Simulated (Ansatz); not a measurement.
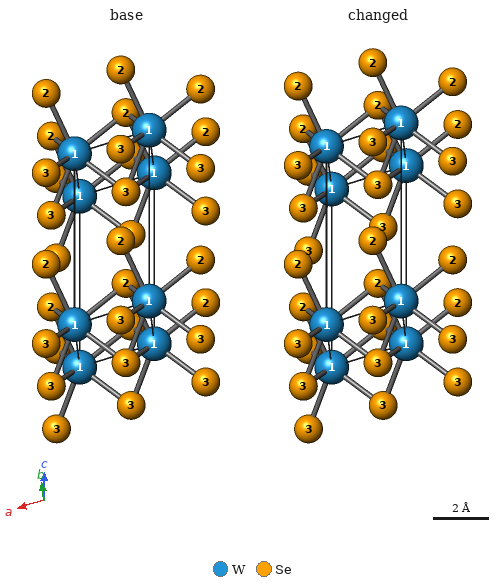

Left: solid WSe2 (built on the database structure type). Right: the same structure after one change, at the same scale. The picture is a ball-and-stick view of the cell of the calculation, seen from a free direction.

All numbers below come from Ansatz 0.2.0, DFT, PBE, plane waves, PAW. Set-up: plane-wave cutoff 420 eV; k-point mesh 12 × 12 × 4; occupations fermi dirac; smearing width 0.02 eV; no spin polarisation.

**What distinguishes the right structure from the left one?**

The cell is strained by +4.2 % along c and none across it (volume +4.2 %) and the Se atoms are displaced by 0.07 Å relative to the cell: Se3 0.07 Å along +c. No relaxation follows.

**And its effect?**

The space group stays P-6m2 (No. 187). Energy change: −6.3 meV per atom. Pressure: 3.0 GPa before, 2.5 GPa after. The principal stresses (compression positive) are 2.9 GPa along c and 2.3 GPa across it. The largest forces, 0.3 eV/Å, act on Se2 and Se3; on Se2 it points along +c. The forces point straight back along the displacements (cosine −1.00).
